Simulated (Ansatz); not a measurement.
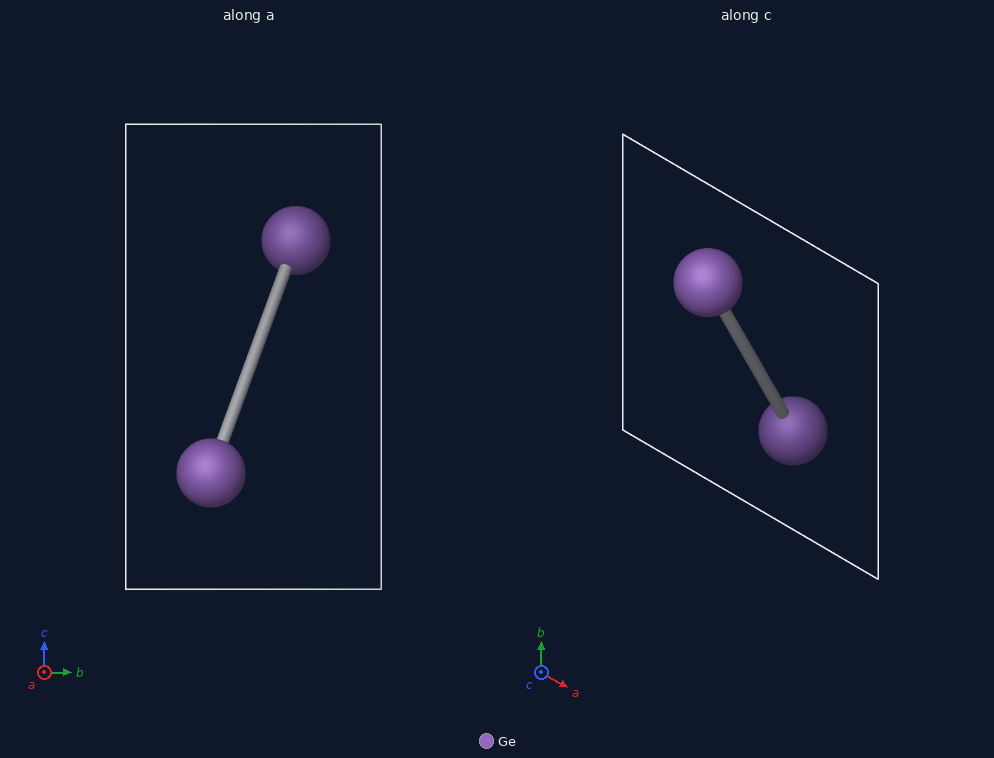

A ball-and-stick picture of a crystal structure, seen along the a axis and along the c axis. The parallelepiped is the simulation cell.

Here is the input:
```yaml
crystal:
  lattice:
    - [1.4954931896, -2.607663058, 0.0]
    - [1.4954931896, 2.607663058, 0.0]
    - [0.0, 0.0, 4.72759579]
  atoms:
    - { symbol: Ge, position: [0.66655337, 0.33344663, 0.25] }
    - { symbol: Ge, position: [0.33344663, 0.66655337, 0.75] }
basis:
  ecutwfc: 420
kpoints:
  mp_grid: { grid: [18, 18, 10] }
hamiltonian:
  xc: pbesol
scf:
  occupations: { method: gaussian, width: 0.15 }
output:
  forces: true
  stress: true
  eigenvalues: true
```
Run as:
```sh
ansatz run input.yaml --threads 1 --pin off --max-ram 2560MiB --backend cpu --events-out ev --progress --plain --runs-dir out
```

Results below were computed with Ansatz, DFT PBEsol, scalar-relativistic, plane waves, PAW; the settings were a kinetic-energy cutoff of 420 eV, k-points on an 18×18×10 grid, Gaussian smearing of 0.15 eV, no spin polarisation.

### How large a gap does the method give, if there is one?

A metal: bands cross the Fermi level.

### State the hydrostatic pressure.

The computed pressure is -0.3 GPa (stretched: it would shrink).

Its origin is a structure listed in the Materials Project. The cell was then strained or its atoms displaced on purpose. It was run through Ansatz as a DFT input.
